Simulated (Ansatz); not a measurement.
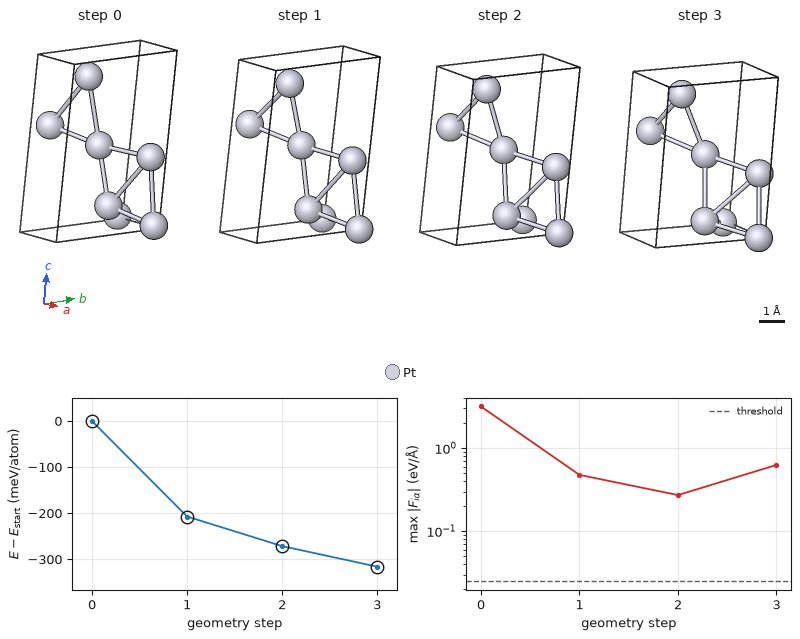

Frames of a relaxation of a crystal of Pt (a generated structure, set up in P1) (coarse preliminary run), marked on the history of the run. The picture is a ball-and-stick view of the cell of the calculation, seen slightly off an axis.

Theory: DFT PBE, scalar-relativistic, plane waves, PAW in Ansatz.

Input
```yaml
crystal:
  lattice:
    - [-0.0439007222, 2.9329509597, 2.9625304398]
    - [3.0080041728, 2.9535874728, -0.0645372353]
    - [-3.2264680962, 6.1901761042, -3.2429039025]
  atoms:
    - { symbol: Pt, position: [-0.0048688958, -0.0503286233, 0.0196072169] }
    - { symbol: Pt, position: [0.475136249, 0.5218258386, 0.4751317158] }
    - { symbol: Pt, position: [0.1400707797, 0.1387228399, 0.5983330195] }
    - { symbol: Pt, position: [0.6361323224, 0.6136591911, 0.1375363136] }
    - { symbol: Pt, position: [0.4046515061, 0.3736052475, 0.8690760895] }
    - { symbol: Pt, position: [0.8488780386, 0.9025155061, 0.4003156447] }
basis:
  ecutwfc: 420
kpoints:
  mp_grid: { grid: [6, 6, 6] }
hamiltonian:
  xc: pbe
scf:
  occupations: { method: gaussian, width: 0.2 }
  lower_state_search: "off"
output:
  forces: true
  stress: true
  eigenvalues: true
relax:
  adjacent_minimum: "off"
  f_tol: 0.025
  max_steps: 60
  cell: { stress_tol: 0.25 }
```

Launched with:
```bash
ansatz run input.yaml --threads 1 --pin off --max-ram 2560MiB --backend cpu --events-out ev --progress --plain --runs-dir out
```

Question: What happens along the run?

Answer: The run was cut off at its time limit before the relaxation converged, so the last structure is only a point on the way. Pt4 moves most relative to the cell: 0.47 Å along [3 −3 −1]. Cell: a 4.169 → 4.072 Å (−2.3 %), b 4.216 → 4.436 Å (+5.2 %), c 7.697 → 6.860 Å (−10.9 %), α 74.3° → 78.8°, β 74.3° → 79.6°, γ 61.7° → 64.4°. Volume −3.6 %. Among the contacts that change: Pt4–Pt6 3.208 → 3.844 Å, Pt3–Pt6 2.967 → 3.410 Å, Pt3–Pt5 3.153 → 2.721 Å, Pt1–Pt3 3.084 → 2.667 Å. The space group stays P1 (No. 1). Over 3 geometry steps the energy falls by 316 meV per atom. Largest force component: 3.2 eV/Å at the start, 0.63 eV/Å at the end. The pressure goes from 6.46 to 1.58 GPa. From step 0 to 1: Pt3 moves most (0.19 Å), energy −207 meV per atom. From step 1 to 2: Pt4 moves most (0.20 Å), volume −2.2 %, energy −64.2 meV per atom. From step 2 to 3: Pt4 moves most (0.19 Å), volume −1.4 %, energy −44.6 meV per atom.

| step | E − E(0), meV/atom | largest force component, eV/Å | pressure, GPa | volume, Å³/atom |
| --- | --- | --- | --- | --- |
| 0 | 0.00 | 3.1686 | 6.46 | 18.836 |
| 1 | -207.02 | 0.4763 | -0.96 | 18.826 |
| 2 | -271.18 | 0.2720 | 0.90 | 18.419 |
| 3 | -315.79 | 0.6272 | 1.58 | 18.157 |
